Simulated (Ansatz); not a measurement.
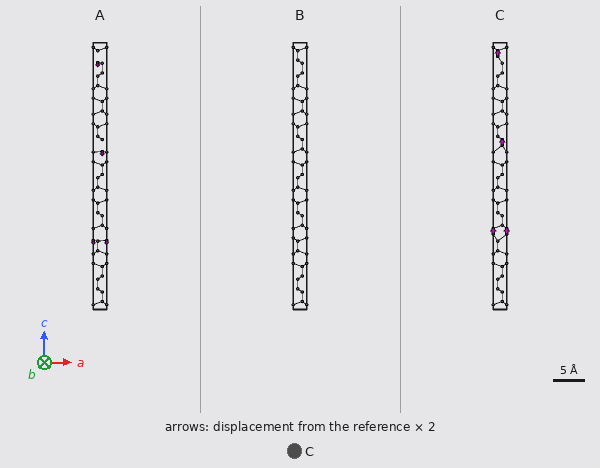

Frames of a one-coordinate scan of a crystal of C (R-3m). The picture is a ball-and-stick view of the conventional cell (3 times the calculation's cell), seen along the b axis. Purple arrows: displacements from the reference. Lengths and directions refer to the drawn axes.

All numbers below come from DFT PBE, scalar-relativistic, plane waves, PAW (Ansatz 0.2.0). Settings: plane-wave cutoff 420 eV; k-point mesh 12 × 12 × 12; occupations gaussian; smearing width 0.05 eV; no spin polarisation. Energies (free energies at the smearing named) are counted from the relaxed crystal.

Which coordinate changes from frame to frame?

A C atom (one in each cell of 14 atoms) is moved towards the nearest copy of atom 9 (C) at 1.545 Å, all else fixed. In the frames the displacement is −0.40 Å (A), 0.00 Å (B), 0.60 Å (C). Their energies are 2.84 eV/cell, 0.00 eV/cell, 17.46 eV/cell.
